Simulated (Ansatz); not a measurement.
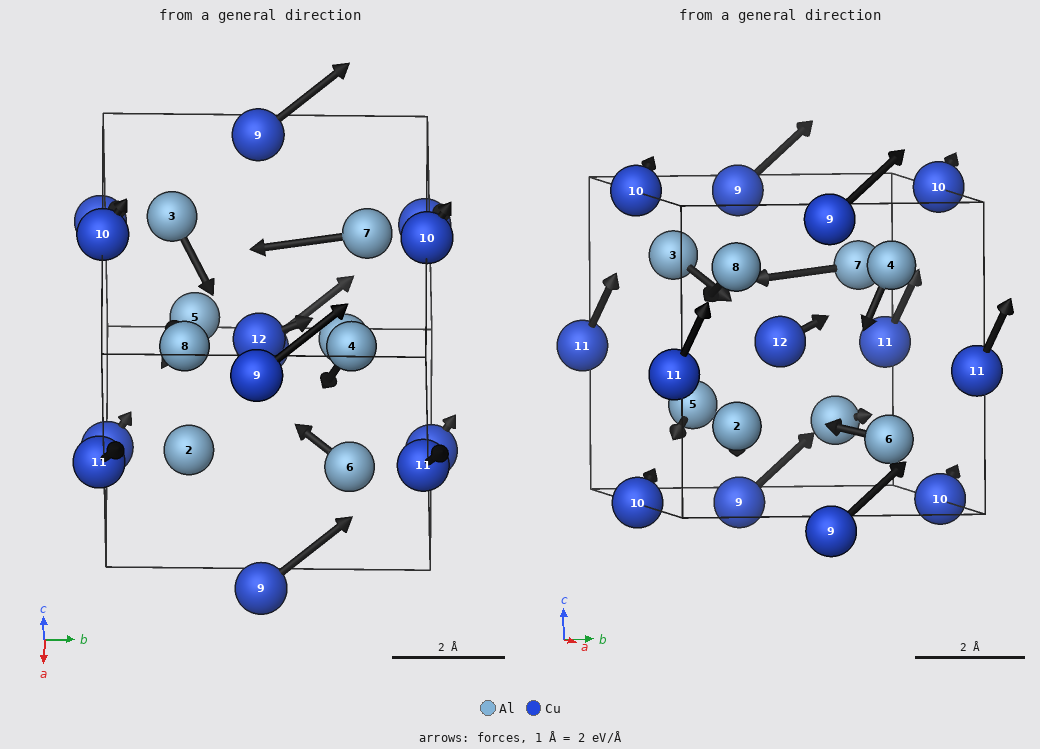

An orthographic spheres-only view of the structure, from two general directions. The frame is the simulation cell; atoms at its boundary are shown with their periodic copies. The arrows are the computed forces on the atoms.

System: Al₂Cu. Electronic-structure method: Ansatz 0.2.0, DFT PBEsol, scalar-relativistic, plane waves, PAW. Parameters: plane waves up to 420 eV, 8×8×8 k-mesh, Gaussian smearing of 0.15 eV, no spin polarisation.

Is this an equilibrium geometry?

Answer. No. The atoms still feel forces of up to about 3.4 eV/Å, far above a usual threshold of 0.01 to 0.03 eV/Å.

Where is the maximum force, and how large is it?

Answer. Al7 and Cu9, about 3.4 eV/Å.

The model was built from a structure listed in the Materials Project. The cell was then strained or its atoms displaced on purpose. It went into a calculation with Ansatz.
